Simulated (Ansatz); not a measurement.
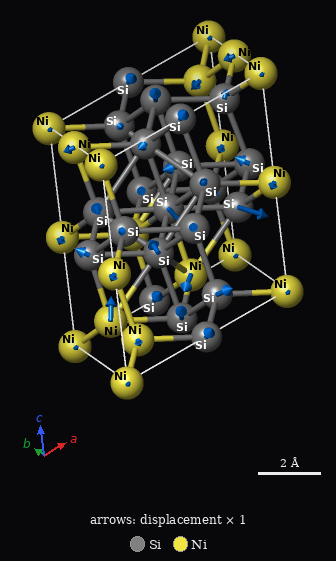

This is a relaxation of solid Si2Ni (a generated structure, set up in P1) (coarse preliminary run). The starting structure is drawn; blue arrows show the displacements (the part carried along by the change of the cell is left out), at their true length.

A ball-and-stick model of the cell of the calculation, reduced to other axes (origin shifted), seen slightly off an axis. Lengths and directions refer to the drawn axes.

Case: Ni and Si exchanged on 5 pairs of sites drawn at random in a supercell of the crystal.

Theory: Ansatz, DFT PBEsol, scalar-relativistic, plane waves, PAW.

Input file:
```yaml
crystal:
  lattice:
    - [5.3913419749, 0.0, 5.3913419749]
    - [5.3913419749, 5.3913419749, 0.0]
    - [0.0, 5.3913419749, 5.3913419749]
  atoms:
    - { symbol: Si, position: [0.1276012186, 0.1264434604, 0.122278697] }
    - { symbol: Ni, position: [0.121714149, 0.6284635305, 0.1249445889] }
    - { symbol: Ni, position: [0.6281941962, 0.1237544561, 0.1270314354] }
    - { symbol: Ni, position: [0.6242685325, 0.6239672273, 0.1298929223] }
    - { symbol: Si, position: [0.1277296185, 0.1283613621, 0.6229626003] }
    - { symbol: Si, position: [0.1238135954, 0.6202881377, 0.6274473706] }
    - { symbol: Si, position: [0.6244446053, 0.1232540579, 0.6273800227] }
    - { symbol: Si, position: [0.6265609266, 0.6242417011, 0.6235248864] }
    - { symbol: Si, position: [0.3708533832, 0.3779366144, 0.376997594] }
    - { symbol: Si, position: [0.3720804654, 0.8747961468, 0.3757927204] }
    - { symbol: Ni, position: [0.8777079655, 0.3677648466, 0.3757825084] }
    - { symbol: Si, position: [0.8770558628, 0.8721534093, 0.3775670017] }
    - { symbol: Si, position: [0.3733847637, 0.3735554746, 0.8754205479] }
    - { symbol: Si, position: [0.3754053679, 0.8775876805, 0.8751030946] }
    - { symbol: Ni, position: [0.8725977195, 0.3791013454, 0.8697671943] }
    - { symbol: Si, position: [0.8727612722, 0.8752225677, 0.87579599] }
    - { symbol: Si, position: [0.495417226, 0.497356082, 0.5066541864] }
    - { symbol: Si, position: [0.4941794684, 0.9995243993, 0.5005631241] }
    - { symbol: Ni, position: [0.0003372662, 0.4990917476, 0.4995656464] }
    - { symbol: Si, position: [0.9985441843, 0.0027726869, 0.4994260299] }
    - { symbol: Ni, position: [0.5057084399, 0.5009832855, 0.9972318949] }
    - { symbol: Si, position: [0.5025061177, 0.9915447106, 0.0016153217] }
    - { symbol: Si, position: [0.0010396549, 0.500079329, 0.0028333833] }
    - { symbol: Ni, position: [0.9985207876, 0.002848381, 0.0006055644] }
  symmetry: { detect: false }
basis:
  ecutwfc: 420
kpoints:
  mp_grid: { grid: [2, 2, 2], shift: [0.5, 0.5, 0.5] }
hamiltonian:
  xc: pbesol
scf:
  occupations: { method: gaussian, width: 0.1 }
  lower_state_search: "off"
output:
  forces: true
  stress: true
  eigenvalues: true
relax:
  adjacent_minimum: "off"
  f_tol: 0.04
  max_steps: 50
  cell: { stress_tol: 0.3 }
```

Launched with:
```bash
ansatz run input.yaml --threads 4 --pin off --max-ram 9216MiB --backend cpu --events-out ev --progress --plain --runs-dir out
```

Describe the change and its energy.

Answer. The largest move relative to the cell is that of Si17, 1.31 Å roughly along [2 1 −3]. By element the largest moves are Si 1.31 Å, Ni 1.04 Å. The volume changes by +5.7 %, with a 7.625 → 7.730 Å (+1.4 %), b 7.625 → 7.924 Å (+3.9 %), c 7.625 → 8.249 Å (+8.2 %), α 60.0° → 59.0°, β 60.0° → 56.5°, γ 60.0° → 55.3°. Near-neighbour distances that change, for instance: Si9–Si22 4.526 → 2.701 Å, Si1–Si17 4.511 → 3.071 Å, Si17–Ni21 3.832 → 2.405 Å, Si13–Si17 2.296 → 3.688 Å. Bonds break, among them: Ni3–Ni21 (2.35 → 3.33 Å). Among the angles between lasting bonds that change: Si7–Si17–Si10 178.5° → 100.3°, Ni3–Si22–Si14 177.9° → 124.9°, Si9–Ni3–Si22 124.7° → 72.0°. The space group stays P1 (No. 1). After 24 accepted moves (28 points after the start) the energy has fallen by 271 meV per atom. The largest force component goes from 2.3 to 0.018 eV/Å. The pressure goes from 8.76 to −0.03 GPa. The line search rejected the trial steps at points 15, 22 of the run. The SCF was repeated twice at an unchanged geometry on a basis and grid sized afresh for the cell, which shifted the energy by 0.9 meV per atom at most.

Limits of the set-up: an element that often carries a moment was run without spin polarisation.
